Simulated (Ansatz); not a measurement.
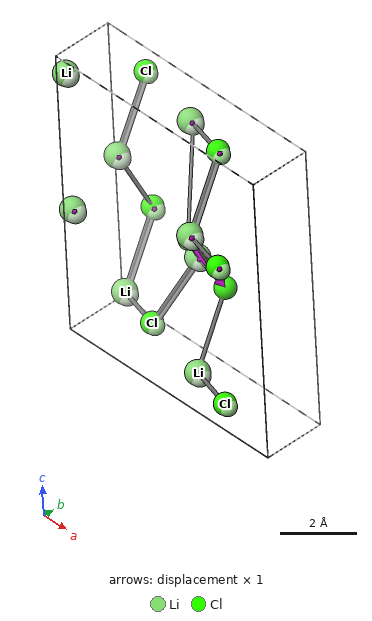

This is a relaxation of a defect cell of composition Li8Cl7 (started half-way along a vacancy jump, in the symmetry of that start). The starting structure is drawn faded, the final one solid; purple arrows show the displacements, at their true length.

A ball-and-stick model of the cell of the calculation (origin shifted), seen slightly off an axis.

Computed with DFT PBE, scalar-relativistic, plane waves, PAW (Ansatz 0.2.0).

The input:
```yaml
crystal:
  lattice:
    - [-1.9626901213, 3.3994790095, -6.2893910683]
    - [-1.9626901213, 3.3994790095, 6.2893910683]
    - [7.8507604851, 1.0e-10, 0.0]
  atoms:
    - { symbol: Li, position: [0.7277722151, 0.6055611183, 0.3333333333] }
    - { symbol: Li, position: [0.2277722151, 0.1055611183, 0.3333333333] }
    - { symbol: Li, position: [0.7277722151, 0.6055611183, 0.8333333333] }
    - { symbol: Li, position: [0.2277722151, 0.1055611183, 0.8333333333] }
    - { symbol: Li, position: [0.1444388817, 0.5222277849, 0.1666666667] }
    - { symbol: Li, position: [0.6444388817, 0.0222277849, 0.1666666667] }
    - { symbol: Li, position: [0.1444388817, 0.5222277849, 0.6666666667] }
    - { symbol: Li, position: [0.6444388817, 0.0222277849, 0.6666666667] }
    - { symbol: Cl, position: [0.4180606183, 0.9152727151, 0.3333333333] }
    - { symbol: Cl, position: [0.9180606183, 0.4152727151, 0.8333333333] }
    - { symbol: Cl, position: [0.4180606183, 0.9152727151, 0.8333333333] }
    - { symbol: Cl, position: [0.8347272849, 0.8319393817, 0.1666666667] }
    - { symbol: Cl, position: [0.1263939516, 0.3736060484, 0.25] }
    - { symbol: Cl, position: [0.8347272849, 0.8319393817, 0.6666666667] }
    - { symbol: Cl, position: [0.3347272849, 0.3319393817, 0.6666666667] }
basis:
  ecutwfc: 420
kpoints:
  mp_grid: { grid: [4, 4, 4] }
hamiltonian:
  xc: pbe
scf:
  occupations: { method: gaussian, width: 0.05 }
output:
  forces: true
  stress: true
  eigenvalues: true
  write_density: true
  write_potential: true
  elf: true
  volumetric_format: npy
relax:
  adjacent_minimum: "off"
  f_tol: 0.02
  max_steps: 60
  escape_saddle: false
```

Launched with:
```bash
ansatz run input.yaml --threads 4 --pin off --max-ram 9216MiB --backend cpu --events-out ev --progress --plain --runs-dir out
```

Which element moves most?

Chlorine: up to 1.80 Å, against 0.15 Å for lithium.

What happened in the run?

After 13 accepted moves (14 points after the start) the energy has fallen by 6.087 eV per cell of the calculation. Largest force component: 16 eV/Å at the start, 0.015 eV/Å at the end. 1 step only repeated the SCF at the same geometry. The atom that moves furthest is Cl13 (1.80 Å roughly along [3 0 −1]). Largest moves by element: Cl 1.80 Å, Li 0.15 Å. The cell stays as it was. Some distances before and after: Li7–Cl13 3.109 → 4.589 Å, Li1–Cl13 3.793 → 2.384 Å, Li4–Cl13 3.793 → 2.390 Å, Li5–Cl13 1.399 → 2.390 Å. New bonds form: Li1–Cl13 (3.79 → 2.38 Å), Li4–Cl13 (3.79 → 2.39 Å). Bond angles that change, for instance: Cl9–Li2–Cl13 154.0° → 107.8°, Li2–Cl13–Li5 151.9° → 108.1°, Cl12–Li2–Cl13 85.7° → 110.9°.

Limits of the set-up: the cell has an odd number of electrons but was run without spin polarisation; the periodic images lie only 7.4 Å apart, so the values are limited by the cell's size.
